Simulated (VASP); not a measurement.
```cif
data_structure
_symmetry_space_group_name_H-M 'P 1'
_symmetry_Int_Tables_number 1
_cell_length_a 3.6454
_cell_length_b 3.6454
_cell_length_c 5.8449
_cell_angle_alpha 90.000
_cell_angle_beta 90.000
_cell_angle_gamma 120.000
_cell_volume 67.27
loop_
_atom_site_label
_atom_site_type_symbol
_atom_site_fract_x
_atom_site_fract_y
_atom_site_fract_z
_atom_site_occupancy
Mg1 Mg 0.00000 0.00000 0.00000 1
Mg2 Mg 0.00000 0.00000 0.50000 1
S1 S 0.33333 0.66667 0.25000 1
S2 S 0.66667 0.33333 0.75000 1
```

Space group P6₃/mmc; a generated structure, not necessarily the stable one; changed on purpose from its base cell (uniaxial z strain -4.9%); computed pressure about 4 GPa in this cell.

Theory: Kohn-Sham DFT of a periodic cell, HSE06, VASP PAW PBE potentials, recommended (VASP 6.6.1).

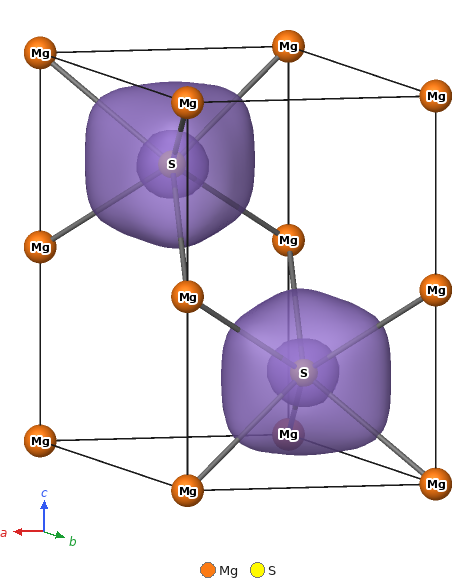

MgS. Isosurface of the ELF at 0.75 (purple), seen at an oblique angle. Only the valence region is drawn (cores and ρ < 0.01 e/Å³ removed). Sticks mark near contacts.

Q: Identify the bonds, lone pairs and shells in this picture.

A: At this value the surface marks out two regions wrapped around S (the valence shell of each), counted in one cell of 4 atoms. Regions shared between cells count once.

Values along the shortest contacts:
Mg–S (2.56 Å): the ELF peaks at about 0.90 in the valence shell of S, 0.9 Å from its nucleus, and falls to about 0.30 next to Mg; a closed-shell, largely ionic contact.

Q: Does the calculation make it a metal, or give it a gap?

A: It is gapped, with a Kohn–Sham gap of 4.5 eV on the k-point mesh (the band edges may lie off the mesh, which would make the gap smaller).
